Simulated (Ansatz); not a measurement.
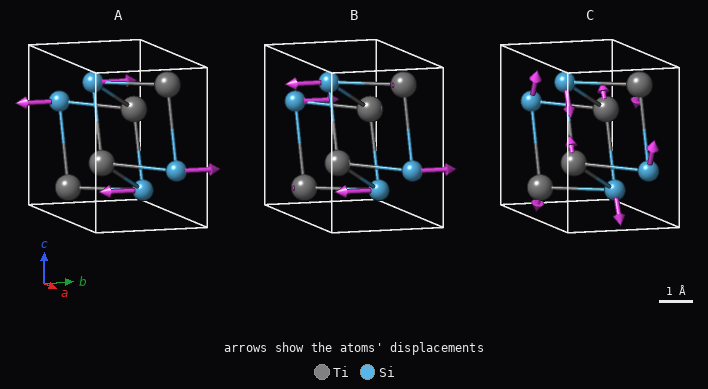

Modes of a crystal of TiSi, space group Pnma (No. 62), at the zone centre. Displacements are drawn as pink arrows; their common scale and sign are arbitrary. A ball-and-stick model of the cell of the calculation, seen slightly off an axis.

Level of theory: Ansatz 0.2.0, DFT PBEsol, scalar-relativistic, plane waves, PAW.

Q: Give the symmetry species and the selection rules of each.

A: A is B₃g, Raman-active by symmetry (442 cm⁻¹). B is A_u, silent by symmetry (neither infrared- nor Raman-active) (302 cm⁻¹). C is B₃u, infrared-active by symmetry (347 cm⁻¹). The crystal has a centre of inversion, so no mode is both. In a metal the free carriers screen the infrared response.
